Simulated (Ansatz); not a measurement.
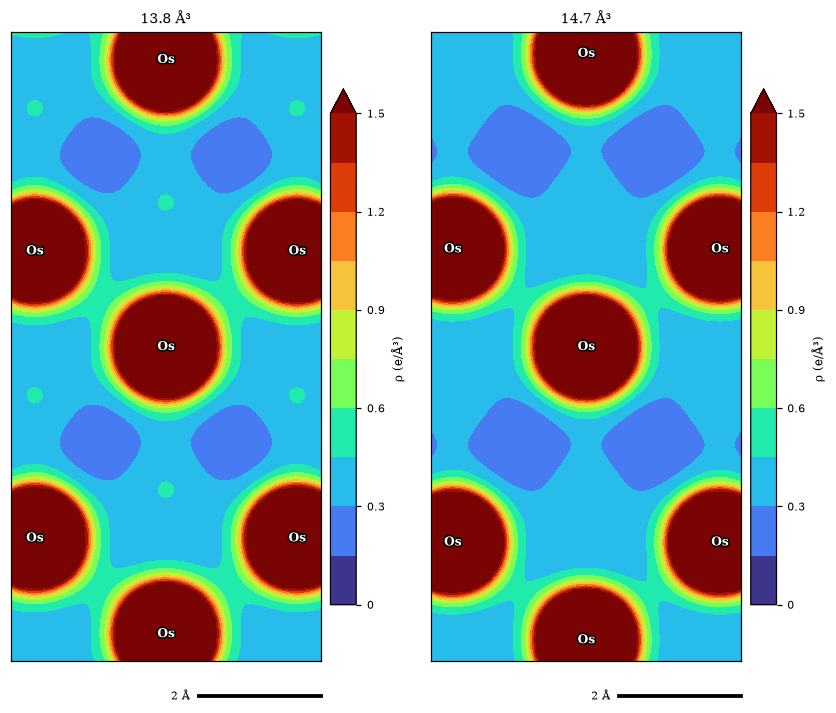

Os. The valence pseudo-density of cells scaled evenly to different volumes (given per atom above each panel), on the (110) plane of each (indices in the axes of the cell below), at one length scale and on one colour scale.

Computed without spin polarisation.

All numbers below come from Ansatz, DFT PBE, scalar-relativistic, plane waves, PAW.

The density is the valence pseudo-density of a PAW calculation; it isn't the true density close to the nuclei.

The largest cell:

```
Os
1.0
     2.78153    0.00000    0.00000
    -1.39076    2.40887    0.00000
     0.00000    0.00000    4.38925
Os
2
Direct
  0.33333 0.66667 0.25000
  0.66667 0.33333 0.75000
```

| volume (Å³/atom) | Os–Os contact in the plane (Å) | ρ at its midpoint (e/Å³) | pressure (GPa) | 
| --- | --- | --- | --- |
| 13.85 | 2.668 | 0.508 | 13.0 | 
| 14.28 | 2.694 | ? | ? | 
| 14.70 | 2.719 | 0.468 | −10.9 | 

Question: Estimate the missing row, and compare with the calculation.

Answer: Over the known rows ln ρ falls by 1.61 per Å of Os–Os distance (the line through the two), which gives 0.487 e/Å³ at 2.694 Å; the calculation gives 0.487 e/Å³. For the pressure, a straight line in volume between the neighbouring rows gives 0.9 GPa; the calculation gives 0.0, lower because pressure rises ever faster on compression.
